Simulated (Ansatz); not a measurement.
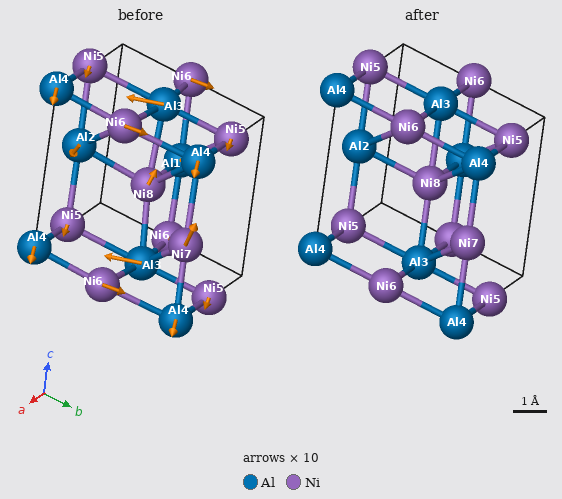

The structure of solid AlNi (set up in P1) before (left) and after (right) a relaxation, at one scale. The orange arrows give the displacements (the part carried along by the change of the cell is left out), 10 times their true length.

A ball-and-stick model of the cell of the calculation, reduced to other axes, seen slightly off an axis. Lengths and directions refer to the drawn axes.

Case: all atoms moved at random, sigma 0.05 Å for each component; relaxed back.

All numbers below come from DFT PBEsol, scalar-relativistic, plane waves, PAW (Ansatz). Set-up: plane-wave cutoff 420 eV; k-point mesh 8 × 8 × 8; occupations gaussian; smearing width 0.15 eV; no spin polarisation; cell and atoms relaxed; force threshold 0.01 eV/Å; at most 80 steps.

**Describe what moved and what it gained.**

The largest move relative to the cell is that of Al3, 0.12 Å roughly along [0 −3 −1]. Largest moves by element: Al 0.12 Å, Ni 0.10 Å. The drawn cell changes at constant volume: a unchanged at 4.958 Å, b = c 4.957 → 4.958 Å (0.0 %), α 109.3° → 109.5°, γ 109.6° → 109.5°. Among the contacts that change: Al3–Ni7 2.639 → 2.479 Å, Al3–Ni7 (another image) 2.320 → 2.479 Å, Al4–Ni7 2.605 → 2.479 Å, Al4–Ni7 (another image) 2.353 → 2.479 Å. The space group (tolerance 0.01 Å) goes from P1 (No. 1) to Pm-3m (No. 221). Over 3 accepted moves (4 points after the start) the energy falls by 0.266 eV per cell of the calculation. The largest force component goes from 1.2 to 0.0014 eV/Å. Pressure: 1.49 GPa at the start and 0.00 GPa at the end. The SCF was repeated once at an unchanged geometry on a basis and grid sized afresh for the cell, which shifted the energy by less than 0.05 meV per cell of the calculation at most. Cost: 2.5 min on 2 threads of Intel(R) Xeon(R) 6975P-C (Granite Rapids), on a shared host, peak memory 1.1 GiB.

Limits of the set-up: an element that often carries a moment was run without spin polarisation.
